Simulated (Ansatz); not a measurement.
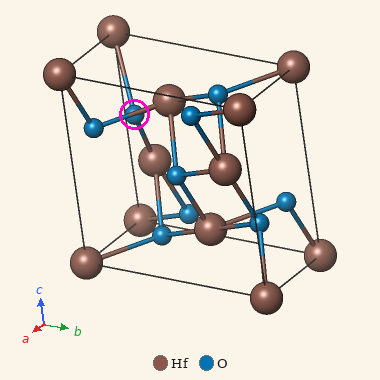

The system is HfO₂ (Fm-3m phase) with one O vacancy (14 atoms in the cell, cell charge +2); the picture shows the reference structure. An atom moved over a plane that holds its own site and a neighbouring vacancy (x along [1 0 0] of the conventional cell). First axis: path of O13 from its site (0) to the vacancy (1), 2.549 Å. Second axis: shift of O13 across the path, along x. Nothing is relaxed (all other atoms held at the sites of the perfect crystal). The grid has 9 × 7 points; 31 points were computed and 30 follow by symmetry. At 2 points there is no value (left out of the scan, as a rule where atoms come close). Points are written as (first, second). All energies are given in eV per cell relative to the lowest grid point. The cell is charged on a uniform background, without a charge correction. The calculation used DFT PBE, scalar-relativistic, plane waves, PAW (Ansatz 0.2.0). Settings: cutoff 420 eV, k-mesh 4×4×4, gaussian smearing 0.05 eV, no spin polarisation.

Range: path of O13 from its site (0) to the vacancy (1), 2.549 Å from −0.167 to 1.167; shift of O13 across the path, along x from −0.500 to 0.500 Å.

**What landscape does the calculation give?**

The lowest grid point is at (0.167, 0.000 Å) [nearest 2 Hf at 1.99 Å]; the map holds 2 wells of about this depth. It is the only kind of minimum in the scanned range. The highest grid point, (0.333, 0.500 Å) [nearest 1 Hf at 1.55 Å], lies 4.56 eV above the lowest. On the interpolated surface the easiest way out of the lowest well to a well of about the same depth near (0.833, 0.000 Å) [nearest 2 Hf at 1.99 Å] passes a barrier of about 0.97 eV, counted from the interpolated bottom of the well. Round the minimum the two coordinates are weakly coupled (coupling −0.09 in units of the two stiffnesses).

| second ↓, first → | −0.167 | 0.000 | 0.167 | 0.333 | 0.500 | 0.667 | 0.833 | 1.000 | 1.167 |
| --- | --- | --- | --- | --- | --- | --- | --- | --- | --- |
| 0.500 | 4.22 | 2.00 | 2.35 | 4.56 | – | 4.47 | 2.17 | 1.65 | 3.53 |
| 0.333 | 2.95 | 1.07 | 1.07 | 2.33 | 3.19 | 2.27 | 0.94 | 0.80 | 2.46 |
| 0.167 | 2.13 | 0.48 | 0.28 | 0.98 | 1.50 | 0.95 | 0.22 | 0.34 | 1.88 |
| 0.000 | 1.78 | 0.24 | 0.00 | 0.52 | 0.94 | 0.52 | 0.00 | 0.24 | 1.78 |
| −0.167 | 1.88 | 0.34 | 0.22 | 0.95 | 1.50 | 0.98 | 0.28 | 0.48 | 2.13 |
| −0.333 | 2.46 | 0.80 | 0.94 | 2.27 | 3.19 | 2.33 | 1.07 | 1.07 | 2.95 |
| −0.500 | 3.53 | 1.65 | 2.17 | 4.47 | – | 4.56 | 2.35 | 2.00 | 4.22 |

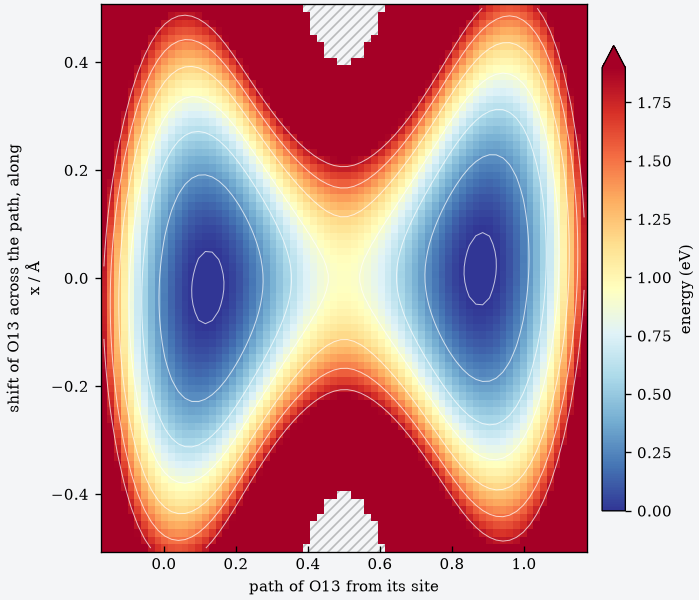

Drawn: a smooth colour map with a few white contour lines, one colour for all values above the top of the scale, hatched blanks where no value was computed. Between grid points the surface is interpolated.

Each point was launched as `ansatz run input.yaml --threads 4 --pin off --max-ram 8192MiB --backend cpu --events-out ev --progress --plain --runs-dir out`. Time for the 31 points that were run: 19 min on 4 threads of Arm Neoverse V1, on a shared host.

PAW datasets: the set soft_1.
